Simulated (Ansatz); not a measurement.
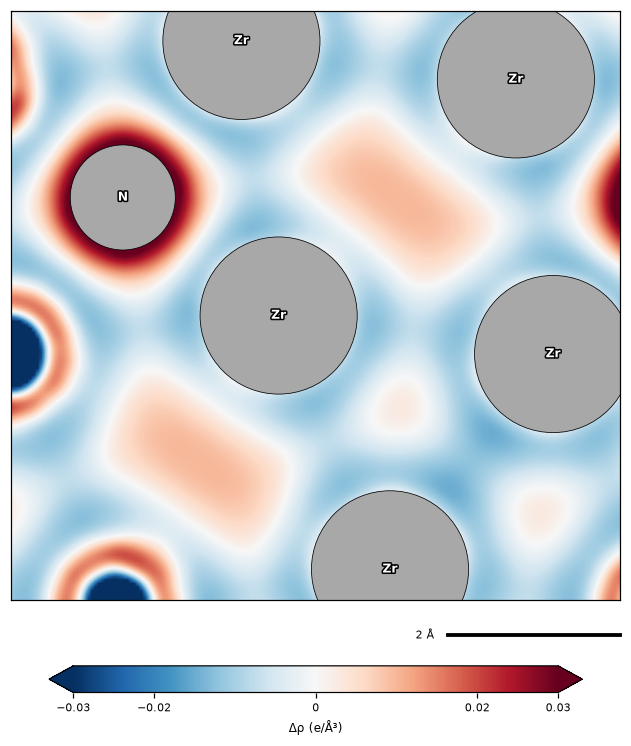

Zr₂N. Difference of the valence pseudo-densities of two functionals at the same geometry, on the (111) plane of the calculation cell: r2SCAN less LDA.

Both computed with Ansatz (plane waves, PAW), on the same k-point mesh. Grey discs cover the atomic cores.

```cif
data_structure
_symmetry_space_group_name_H-M 'P 1'
_symmetry_Int_Tables_number 1
_cell_length_a 5.4231
_cell_length_b 5.4231
_cell_length_c 3.3039
_cell_angle_alpha 90.000
_cell_angle_beta 90.000
_cell_angle_gamma 90.000
_cell_volume 97.17
loop_
_atom_site_label
_atom_site_type_symbol
_atom_site_fract_x
_atom_site_fract_y
_atom_site_fract_z
_atom_site_occupancy
Zr1 Zr 0.29629 0.29629 0.00000 1
Zr2 Zr 0.70371 0.70371 0.00000 1
Zr3 Zr 0.79629 0.20371 0.50000 1
Zr4 Zr 0.20371 0.79629 0.50000 1
N1 N 0.00000 0.00000 0.00000 1
N2 N 0.50000 0.50000 0.50000 1
```

**What does the difference map show?**

Against LDA, r2SCAN gives less density around Zr (−0.008 e/Å³ on average at 1.2 Å from the nucleus), more density around N (+0.022 e/Å³ on average at 0.8 Å from the nucleus) and a change of −0.007 e/Å³ at the midpoint of Zr–N, −0.012 e/Å³ at the midpoint of Zr–Zr and −0.007 e/Å³ at the midpoint of Zr–Zr.
